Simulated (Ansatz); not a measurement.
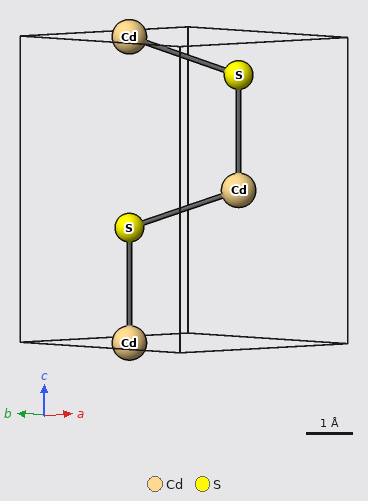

Phonons of solid CdS, space group P6₃mc (No. 186), at the zone centre. A ball-and-stick model of the cell of the calculation, seen from a free direction.

All numbers below come from Ansatz 0.2.0, DFT PBEsol, scalar-relativistic, plane waves, PAW. Set-up: plane-wave cutoff 420 eV; k-point mesh 6 × 6 × 4; occupations fixed; no spin polarisation.

Frequencies are those without the non-analytic (LO–TO) term.

**Give the spectrum at this point.**

The calculation's cell holds 4 atoms, so there are 9 optical modes, in 6 levels. The optical modes span 2E₂ + 2B₁ + A₁ + E₁. No level is unstable.

```csv
level,symmetry,frequency (cm⁻¹),activity
1,E₂,42,Raman-active
2,B₁,133,silent
3,A₁,229,infrared- and Raman-active
4,E₁,236,infrared- and Raman-active
5,E₂,249,Raman-active
6,B₁,295,silent
```

The displacement patterns (one member of each degenerate set):

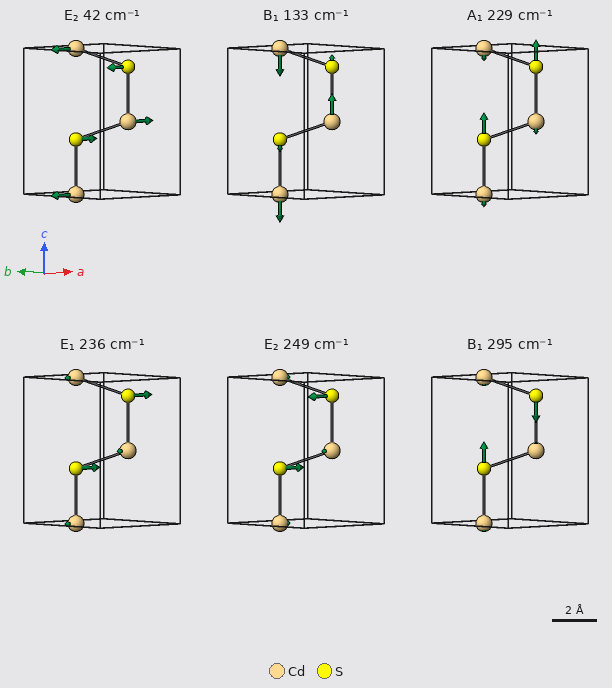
